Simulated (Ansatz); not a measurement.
BeTe (space group F-43m, No. 216): the geometry relaxed with Ansatz 0.2.0, DFT PBEsol, scalar-relativistic, plane waves, PAW.

Space group F-43m (No. 216). a = 5.606 Å, b = 5.606 Å, c = 5.606 Å, α = 90.00°, β = 90.00°, γ = 90.00°

| atom | site | symmetry | x | y | z |
| --- | --- | --- | --- | --- | --- |
| Be | 4a | -43m | 0.0000 | 0.0000 | 0.0000 |
| Te | 4d | -43m | 0.2500 | 0.2500 | 0.7500 |

Describe the stacking along [111], naming the columns A, B, C as they first turn up.

Be(A) – Te(B) – Be(B) – Te(C) – Be(C) – Te(A) (six layers in 9.71 Å).

Te layers alone: BCA, the cubic close-packed type.

Be: three tetrahedral sites in each hexagonal cell.

Polytype symbol 3C, the symbol of a tetrahedral polytype (number of double layers in the repeat and lattice).

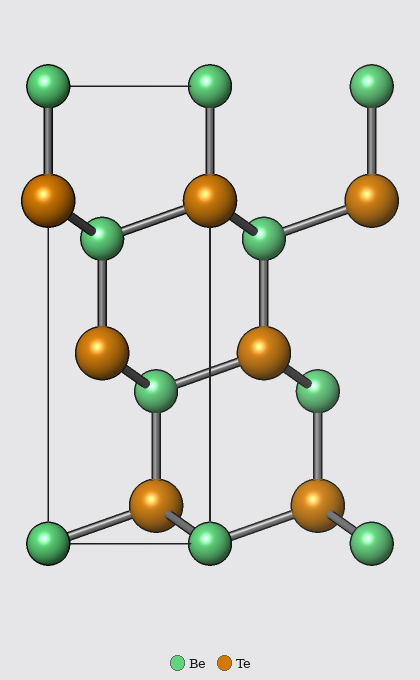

Projection along an edge of the hexagonal mesh, stacking direction [111] upwards. Every atom sits on one of the three columns of the mesh; call them A, B, C in the order in which they first turn up. The box is the hexagonal cell of the face-centred cubic lattice. The sequence starts with the first layer at or above the cell's origin.
